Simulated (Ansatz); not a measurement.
# Geometry relaxation, with input and output: Ge$_{48}$N (part 4 of 4)

Continued. System: Ge$_{48}$N (defect cell, 49 atoms in the cell). Method: DFT PBE, scalar-relativistic, plane waves, PAW, spin-polarised (Ansatz 0.2.0); cutoff 420 eV, 2×2×2 k-mesh, Gaussian smearing of 0.05 eV, collinear spins. The structure derives from a Materials Project entry.

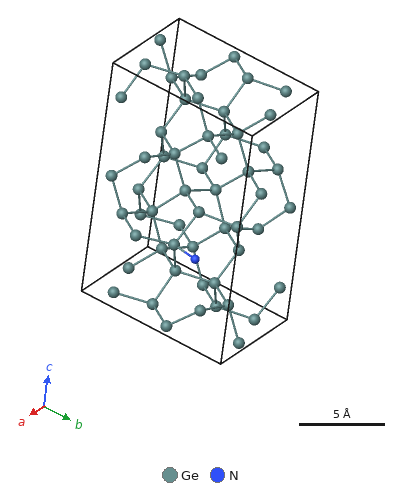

**Figure 1.** The geometry at step 8 of the log (ball-and-stick view of the cell of the calculation, seen slightly off an axis).

Trajectory as extended XYZ, continued:
```
49
Lattice="-5.9964 3.4620 6.5994 5.9964 -3.4620 6.5994 5.9964 10.3860 -6.5994" Properties=species:S:1:pos:R:3:forces:R:3 step=6 energy=-206539.01570
Ge   -2.0004    1.1502    7.0052    0.0112   0.0373  -0.0003
Ge    3.9387   -2.3339    7.0307    0.0073  -0.0113  -0.0150
Ge    2.0519    1.1157    0.4288   -0.0340   0.0004  -0.0098
Ge    1.9578    1.2026    7.0110    0.0291  -0.0502  -0.0218
Ge   -0.0149    4.6178    0.4230   -0.0178   0.0217  -0.0313
Ge    0.1728    4.5039    6.7007   -0.0881   0.0488  -0.1881
Ge    3.9369    4.6306    7.0167    0.0461  -0.0204  -0.0374
Ge    4.0579    4.5890    0.4391   -0.0162   0.0260  -0.0207
Ge    7.9907    4.6125    0.4123   -0.0169  -0.0153  -0.0003
Ge    1.9884    8.1369    0.4398    0.0107   0.0067  -0.0166
Ge    6.0024    8.0887    0.4161   -0.0101  -0.0064   0.0038
Ge   -0.0052   11.5325    0.4187   -0.0001   0.0080  -0.0008
Ge    1.9869   -1.1760    3.7263    0.0319   0.0113  -0.0145
Ge    1.9903   -1.1231   10.3071    0.0075  -0.0051  -0.0229
Ge   -0.0062    2.2546    3.5572    0.0821   0.0028  -0.0342
Ge   -0.0338    2.2108   10.5025    0.1094  -0.0235  -0.0179
Ge   -2.0140    5.7760    3.7454    0.0519  -0.0227  -0.0177
Ge    4.0583    2.2704    3.6733   -0.0623   0.0315   0.0452
Ge    8.0771    2.3909    3.9217    0.0032  -0.0354  -0.0521
Ge    2.0482    5.8074    3.5704    0.0280  -0.0624  -0.0360
Ge    6.0086    5.7859    3.7325    0.0091  -0.0184  -0.0193
Ge   -0.0370    9.2172    3.7121    0.0169   0.0019  -0.0212
Ge    4.0023    9.2356    3.7184    0.0090   0.0075  -0.0142
Ge    4.0008    9.2335   -2.8823   -0.0034  -0.0197  -0.0043
Ge   -2.0565    1.1332    2.8592    0.0008  -0.0074   0.0213
Ge   -1.9992    1.1592    9.4846   -0.0082   0.0155   0.0007
Ge    1.9597    1.1965    9.4822   -0.0020  -0.0233   0.0351
Ge    2.0494    1.1135    2.8608   -0.0320   0.0057   0.0223
Ge    6.1760    1.0631    3.2098   -0.1243   0.0763   0.2452
Ge   -0.0094    4.6295    2.8742   -0.0289  -0.0009   0.0346
Ge    4.0562    4.5887    2.8702   -0.0158   0.0303   0.0166
Ge   -2.0633    8.0877    2.8873    0.0759  -0.0187   0.0205
Ge    1.9897    8.1435    2.8680    0.0171  -0.0028   0.0155
Ge    7.9951    4.6186    2.8921   -0.0221  -0.0368   0.0040
Ge    5.9876    8.0662   -3.7177    0.0047   0.0127   0.0016
Ge    5.9979    8.0846    2.8793   -0.0041  -0.0044   0.0079
Ge   -4.0057    2.2871    6.1683    0.0244   0.0040   0.0106
Ge    1.9941   -1.1174    6.1869    0.0064  -0.0135   0.0195
Ge    5.9897   -1.2155    6.3260    0.0680   0.0019   0.0299
Ge   -0.0345    2.1985    5.9762    0.0761   0.0028   0.0831
Ge    3.9835    2.3176    6.1563    0.0453  -0.0175   0.0166
Ge   -1.9316    5.7323    6.2292   -0.0688   0.0383  -0.0479
Ge    2.0655    5.8452    5.9918    0.0516  -0.0621   0.0434
Ge    2.0448    5.8010   -0.2579    0.0338  -0.0700   0.0247
Ge    6.0085    5.7883   -0.4268    0.0075  -0.0297   0.0105
Ge    5.9642    5.7588    6.1929    0.0100  -0.0049   0.0173
Ge    3.9985    9.2266   -0.4198    0.0116   0.0111   0.0065
Ge    3.9975    9.2250    6.1803   -0.0041  -0.0095   0.0108
N     0.9785    4.0528    8.2586   -0.3276   0.1898  -0.1029
49
Lattice="-5.9964 3.4620 6.5994 5.9964 -3.4620 6.5994 5.9964 10.3860 -6.5994" Properties=species:S:1:pos:R:3:forces:R:3 step=7 energy=-206539.11123
Ge   -1.9794    1.1579    7.0092    0.0020   0.0079  -0.0089
Ge    3.9502   -2.3502    7.0348    0.0012   0.0194  -0.0191
Ge    2.0417    1.1072    0.4333   -0.0042   0.0088  -0.0277
Ge    1.9643    1.1882    7.0165    0.0229  -0.0171  -0.0123
Ge   -0.0054    4.6152    0.4236    0.0065  -0.0024  -0.0330
Ge    0.0971    4.5513    6.6416   -0.0724   0.0500  -0.0232
Ge    3.9498    4.6288    7.0152    0.0239  -0.0199  -0.0111
Ge    4.0599    4.6023    0.4356   -0.0082  -0.0079  -0.0292
Ge    7.9975    4.5913    0.4095   -0.0015   0.0002  -0.0077
Ge    2.0079    8.1357    0.4360   -0.0146  -0.0063  -0.0165
Ge    6.0118    8.0761    0.4175   -0.0080   0.0074  -0.0082
Ge    0.0096   11.5275    0.4188   -0.0104   0.0038  -0.0097
Ge    2.0049   -1.1811    3.7323    0.0146  -0.0046  -0.0074
Ge    2.0032   -1.1314   10.3054   -0.0123  -0.0046  -0.0083
Ge   -0.0004    2.2480    3.5676    0.0159  -0.0015  -0.0403
Ge   -0.0119    2.2253   10.5024    0.0482  -0.0230  -0.0369
Ge   -2.0105    5.7758    3.7156   -0.0143   0.0100  -0.0037
Ge    4.0024    2.3039    3.7105    0.0038  -0.0044   0.0566
Ge    8.0691    2.3658    3.9087    0.0269  -0.0228  -0.0544
Ge    2.0529    5.8038    3.5699    0.0049  -0.0126  -0.0350
Ge    6.0222    5.7755    3.7324    0.0111  -0.0022  -0.0068
Ge   -0.0185    9.2133    3.7055   -0.0045   0.0169  -0.0074
Ge    4.0204    9.2370    3.7184   -0.0027   0.0036  -0.0120
Ge    4.0064    9.2140   -2.8816   -0.0025   0.0005  -0.0081
Ge   -2.0454    1.1168    2.8657    0.0010   0.0171   0.0138
Ge   -1.9765    1.1642    9.4899   -0.0053  -0.0023   0.0068
Ge    1.9631    1.1878    9.4836    0.0255  -0.0096   0.0094
Ge    2.0410    1.1057    2.8648   -0.0010   0.0138   0.0285
Ge    6.0996    1.1028    3.2543   -0.0862   0.0411   0.0453
Ge   -0.0029    4.6205    2.8753    0.0047  -0.0046   0.0354
Ge    4.0592    4.6012    2.8669   -0.0121   0.0014   0.0276
Ge   -2.0484    8.0902    2.8827    0.0377  -0.0210   0.0117
Ge    2.0103    8.1405    2.8662   -0.0153  -0.0137   0.0158
Ge    8.0003    4.5959    2.8902   -0.0038  -0.0067   0.0107
Ge    6.0046    8.0644   -3.7166   -0.0081   0.0048   0.0083
Ge    6.0106    8.0749    2.8814   -0.0073   0.0050   0.0111
Ge   -3.9901    2.2817    6.1679    0.0088  -0.0071   0.0052
Ge    2.0063   -1.1311    6.1944   -0.0181  -0.0054   0.0063
Ge    5.9939   -1.2187    6.3280    0.0141   0.0040   0.0333
Ge   -0.0139    2.2129    5.9906    0.0458  -0.0097   0.0591
Ge    3.9862    2.3136    6.1836   -0.0112   0.0116   0.0062
Ge   -1.9931    5.7668    6.1893    0.0079  -0.0045  -0.0622
Ge    2.0662    5.8218    5.9943    0.0343  -0.0309   0.0451
Ge    2.0508    5.7997   -0.2673    0.0052  -0.0148   0.0373
Ge    6.0223    5.7768   -0.4319    0.0103  -0.0102   0.0065
Ge    5.9792    5.7529    6.1944   -0.0028   0.0132   0.0069
Ge    4.0172    9.2319   -0.4178   -0.0010   0.0008   0.0089
Ge    4.0049    9.2092    6.1818   -0.0031   0.0009   0.0115
N     0.8044    4.1509    8.2486   -0.0470   0.0286  -0.0183
49
Lattice="-5.9964 3.4620 6.5994 5.9964 -3.4620 6.5994 5.9964 10.3860 -6.5994" Properties=species:S:1:pos:R:3:forces:R:3 step=8 energy=-206539.11782
Ge   -1.9708    1.1576    7.0080    0.0096  -0.0058  -0.0071
Ge    3.9464   -2.3451    7.0318    0.0118  -0.0013  -0.0043
Ge    2.0423    1.1064    0.4313   -0.0056  -0.0034  -0.0119
Ge    1.9734    1.1749    7.0163   -0.0019  -0.0121   0.0039
Ge    0.0056    4.6081    0.4227    0.0028   0.0038  -0.0067
Ge    0.0708    4.5695    6.6248    0.0613   0.0378   0.1518
Ge    3.9623    4.6234    7.0194   -0.0074   0.0115  -0.0176
Ge    4.0605    4.5976    0.4337    0.0073   0.0082   0.0044
Ge    8.0014    4.5798    0.4101    0.0045  -0.0083  -0.0064
Ge    2.0019    8.1348    0.4339    0.0126   0.0020   0.0015
Ge    6.0038    8.0711    0.4175    0.0001   0.0025  -0.0021
Ge    0.0068   11.5325    0.4174    0.0018  -0.0053  -0.0033
Ge    2.0105   -1.1840    3.7259    0.0046   0.0024  -0.0007
Ge    1.9963   -1.1402   10.3098   -0.0014   0.0148  -0.0086
Ge    0.0011    2.2404    3.5703   -0.0057   0.0185   0.0068
Ge    0.0000    2.2210   10.4934    0.0220  -0.0213  -0.0285
Ge   -2.0053    5.7701    3.6986    0.0007   0.0052  -0.0107
Ge    3.9811    2.3156    3.7383    0.0258  -0.0287   0.0253
Ge    8.0750    2.3433    3.9001   -0.0403   0.0115   0.0317
Ge    2.0578    5.8022    3.5690   -0.0031   0.0021   0.0272
Ge    6.0276    5.7694    3.7277   -0.0001  -0.0041   0.0004
Ge   -0.0159    9.2225    3.7106    0.0001  -0.0063   0.0025
Ge    4.0148    9.2340    3.7177   -0.0082  -0.0054  -0.0048
Ge    4.0017    9.2146   -2.8834   -0.0032  -0.0012   0.0023
Ge   -2.0489    1.1196    2.8657    0.0081  -0.0035   0.0060
Ge   -1.9699    1.1601    9.4892   -0.0027  -0.0126   0.0007
Ge    1.9744    1.1752    9.4807   -0.0249  -0.0031   0.0054
Ge    2.0426    1.1062    2.8661   -0.0057  -0.0029   0.0125
Ge    6.0675    1.1123    3.2768    0.0271   0.0701  -0.0695
Ge    0.0070    4.6113    2.8782    0.0017  -0.0022   0.0037
Ge    4.0597    4.5986    2.8683    0.0102   0.0079  -0.0064
Ge   -2.0318    8.0844    2.8827   -0.0032   0.0066  -0.0048
Ge    2.0029    8.1382    2.8665    0.0123  -0.0008  -0.0036
Ge    8.0028    4.5814    2.8910    0.0048  -0.0238   0.0098
Ge    6.0027    8.0708   -3.7176   -0.0002  -0.0041   0.0033
Ge    6.0038    8.0706    2.8820    0.0015   0.0044   0.0009
Ge   -3.9854    2.2778    6.1721    0.0033   0.0027   0.0027
Ge    1.9966   -1.1405    6.1878   -0.0028   0.0129   0.0076
Ge    5.9958   -1.2235    6.3261   -0.0053   0.0160  -0.0147
Ge    0.0016    2.2162    6.0007   -0.0070   0.0023   0.0556
Ge    3.9910    2.3080    6.2022   -0.0034   0.0149   0.0094
Ge   -2.0131    5.7765    6.1623    0.0189  -0.0285  -0.0194
Ge    2.0727    5.8063    6.0001   -0.0080  -0.0163  -0.0179
Ge    2.0570    5.7985   -0.2678   -0.0003   0.0032  -0.0304
Ge    6.0274    5.7697   -0.4269   -0.0003  -0.0035  -0.0011
Ge    5.9808    5.7597    6.1892   -0.0121  -0.0125   0.0056
Ge    4.0130    9.2314   -0.4182   -0.0067  -0.0033   0.0051
Ge    4.0008    9.2115    6.1827   -0.0039   0.0019  -0.0012
N     0.7943    4.2741    8.2537   -0.0893  -0.0433  -0.1041
49
Lattice="-5.9964 3.4620 6.5994 5.9964 -3.4620 6.5994 5.9964 10.3860 -6.5994" Properties=species:S:1:pos:R:3:forces:R:3 step=9 energy=-206539.12172
Ge   -1.9704    1.1582    7.0090    0.0019   0.0028   0.0018
Ge    3.9527   -2.3408    7.0318    0.0007  -0.0061   0.0067
Ge    2.0402    1.1096    0.4304    0.0025  -0.0050   0.0133
Ge    1.9754    1.1737    7.0189   -0.0185   0.0097  -0.0006
Ge    0.0080    4.6122    0.4218    0.0047  -0.0061   0.0037
Ge    0.0629    4.5825    6.6314    0.0269  -0.0482  -0.0393
Ge    3.9647    4.6272    7.0178   -0.0051  -0.0006  -0.0001
Ge    4.0624    4.5973    0.4321   -0.0021   0.0028  -0.0012
Ge    8.0043    4.5796    0.4094    0.0080   0.0130  -0.0036
Ge    2.0039    8.1332    0.4332    0.0023  -0.0036  -0.0009
Ge    6.0049    8.0714    0.4174    0.0032  -0.0021   0.0012
Ge    0.0081   11.5334    0.4173    0.0004   0.0002   0.0002
Ge    2.0125   -1.1816    3.7273    0.0011   0.0007  -0.0004
Ge    1.9985   -1.1386   10.3085    0.0050  -0.0037   0.0077
Ge    0.0031    2.2471    3.5829   -0.0065  -0.0114   0.0147
Ge    0.0033    2.2271   10.4835   -0.0106   0.0208   0.0305
Ge   -2.0055    5.7740    3.6910    0.0097  -0.0010  -0.0064
Ge    3.9813    2.3157    3.7460   -0.0201   0.0151  -0.0155
Ge    8.0693    2.3446    3.8962    0.0068   0.0031  -0.0058
Ge    2.0603    5.8005    3.5734   -0.0157   0.0017   0.0009
Ge    6.0302    5.7694    3.7281   -0.0012   0.0008  -0.0059
Ge   -0.0134    9.2229    3.7097   -0.0035   0.0009   0.0007
Ge    4.0147    9.2330    3.7175    0.0023   0.0044   0.0062
Ge    4.0029    9.2165   -2.8829    0.0009  -0.0010  -0.0052
Ge   -2.0427    1.1233    2.8679    0.0012  -0.0067  -0.0064
Ge   -1.9697    1.1591    9.4898    0.0055   0.0057   0.0013
Ge    1.9738    1.1749    9.4809   -0.0053   0.0039  -0.0030
Ge    2.0410    1.1100    2.8693    0.0013  -0.0048  -0.0117
Ge    6.0610    1.1227    3.2651    0.0425  -0.0706  -0.0004
Ge    0.0090    4.6138    2.8787    0.0037  -0.0086  -0.0038
Ge    4.0623    4.5981    2.8687   -0.0018   0.0012  -0.0006
Ge   -2.0313    8.0895    2.8806   -0.0086   0.0031   0.0101
Ge    2.0047    8.1351    2.8664    0.0025  -0.0031   0.0028
Ge    8.0051    4.5808    2.8910    0.0078   0.0180   0.0022
Ge    6.0044    8.0721   -3.7166    0.0012   0.0003   0.0007
Ge    6.0053    8.0714    2.8826    0.0033  -0.0010   0.0000
Ge   -3.9841    2.2801    6.1719    0.0008  -0.0003   0.0007
Ge    1.9985   -1.1395    6.1902    0.0047  -0.0034  -0.0083
Ge    5.9980   -1.2165    6.3169   -0.0046  -0.0079  -0.0089
Ge    0.0028    2.2252    6.0167    0.0004   0.0084  -0.0467
Ge    3.9911    2.3121    6.2085    0.0123  -0.0072   0.0046
Ge   -2.0158    5.7773    6.1534   -0.0209   0.0166   0.0113
Ge    2.0728    5.8047    6.0034   -0.0044   0.0148   0.0008
Ge    2.0596    5.7982   -0.2732   -0.0150   0.0033  -0.0014
Ge    6.0299    5.7693   -0.4275   -0.0016  -0.0006   0.0039
Ge    5.9824    5.7599    6.1902    0.0012   0.0051  -0.0045
Ge    4.0137    9.2319   -0.4174    0.0040   0.0066  -0.0064
Ge    4.0023    9.2146    6.1831    0.0016   0.0003   0.0041
N     0.7465    4.1783    8.2464   -0.0248   0.0401   0.0570
49
Lattice="-5.9964 3.4620 6.5994 5.9964 -3.4620 6.5994 5.9964 10.3860 -6.5994" Properties=species:S:1:pos:R:3:forces:R:3 step=10 energy=-206539.12322
Ge   -1.9673    1.1588    7.0089    0.0022   0.0035  -0.0032
Ge    3.9512   -2.3426    7.0326   -0.0006   0.0002  -0.0025
Ge    2.0432    1.1071    0.4316    0.0002   0.0025  -0.0040
Ge    1.9712    1.1754    7.0177    0.0032   0.0006   0.0023
Ge    0.0077    4.6095    0.4218    0.0007   0.0014   0.0034
Ge    0.0652    4.5774    6.6290    0.0061   0.0022   0.0049
Ge    3.9627    4.6275    7.0176    0.0020   0.0001   0.0034
Ge    4.0592    4.5990    0.4315   -0.0020   0.0009   0.0041
Ge    8.0047    4.5841    0.4091   -0.0003  -0.0012   0.0031
Ge    2.0044    8.1346    0.4331   -0.0012   0.0035   0.0008
Ge    6.0064    8.0726    0.4173    0.0009  -0.0013  -0.0008
Ge    0.0094   11.5326    0.4174    0.0004  -0.0011  -0.0002
Ge    2.0143   -1.1833    3.7263   -0.0016   0.0007  -0.0013
Ge    2.0003   -1.1384   10.3099   -0.0021   0.0015  -0.0011
Ge    0.0029    2.2424    3.5769    0.0002  -0.0021  -0.0026
Ge    0.0027    2.2252   10.4919   -0.0007  -0.0065   0.0013
Ge   -2.0054    5.7731    3.6894   -0.0029   0.0004   0.0074
Ge    3.9820    2.3164    3.7449    0.0015  -0.0036   0.0053
Ge    8.0691    2.3480    3.8952   -0.0001  -0.0026  -0.0003
Ge    2.0558    5.8008    3.5745    0.0037  -0.0023   0.0013
Ge    6.0280    5.7705    3.7264    0.0000   0.0019   0.0019
Ge   -0.0143    9.2221    3.7102    0.0009  -0.0008   0.0015
Ge    4.0158    9.2336    3.7179    0.0003  -0.0010  -0.0016
Ge    4.0049    9.2155   -2.8832    0.0004  -0.0004   0.0006
Ge   -2.0443    1.1205    2.8667   -0.0011  -0.0005   0.0023
Ge   -1.9668    1.1595    9.4899   -0.0007   0.0024   0.0017
Ge    1.9712    1.1759    9.4809    0.0023  -0.0001  -0.0024
Ge    2.0437    1.1075    2.8681    0.0005   0.0027   0.0044
Ge    6.0636    1.1162    3.2714   -0.0007   0.0055  -0.0018
Ge    0.0080    4.6103    2.8778   -0.0001   0.0017  -0.0027
Ge    4.0592    4.5993    2.8687   -0.0021   0.0008  -0.0042
Ge   -2.0332    8.0899    2.8816    0.0019   0.0006  -0.0040
Ge    2.0050    8.1353    2.8669   -0.0019   0.0019  -0.0012
Ge    8.0051    4.5851    2.8908    0.0000  -0.0007  -0.0034
Ge    6.0059    8.0708   -3.7167    0.0002  -0.0010  -0.0003
Ge    6.0067    8.0728    2.8827    0.0012  -0.0014   0.0002
Ge   -3.9822    2.2784    6.1727   -0.0019   0.0008   0.0017
Ge    1.9999   -1.1388    6.1885   -0.0021   0.0018   0.0022
Ge    5.9984   -1.2207    6.3226    0.0007  -0.0010   0.0028
Ge    0.0026    2.2247    6.0071   -0.0035  -0.0074  -0.0017
Ge    3.9911    2.3106    6.2095   -0.0054   0.0021  -0.0074
Ge   -2.0152    5.7784    6.1538   -0.0002  -0.0025  -0.0028
Ge    2.0710    5.8085    6.0047    0.0017  -0.0005  -0.0010
Ge    2.0558    5.8001   -0.2742    0.0036  -0.0020  -0.0005
Ge    6.0280    5.7703   -0.4265   -0.0002   0.0018  -0.0019
Ge    5.9816    5.7599    6.1890    0.0010  -0.0014  -0.0002
Ge    4.0153    9.2330   -0.4181   -0.0004  -0.0018   0.0021
Ge    4.0044    9.2143    6.1830    0.0009   0.0009   0.0000
N     0.7460    4.1904    8.2497   -0.0051   0.0007  -0.0056
```

Key numbers:

| quantity | value |
| --- | --- |
| outcome | converged |
| electrons treated | 677 |
| free energy | −206539.1232 eV |
| Fermi energy | 8.465 eV |
| net moment of the cell | 0.72 μB |
| integrated absolute moment | 0.81 μB |
| final volume | 1096.00 Å³ |
| largest force (length of the vector) at the end | 0.009 eV/Å |
| wall time | 15 min (CPU time 1.9 h) |
| peak memory | 12 GiB |

Notes on the run: some starting moments were not kept.
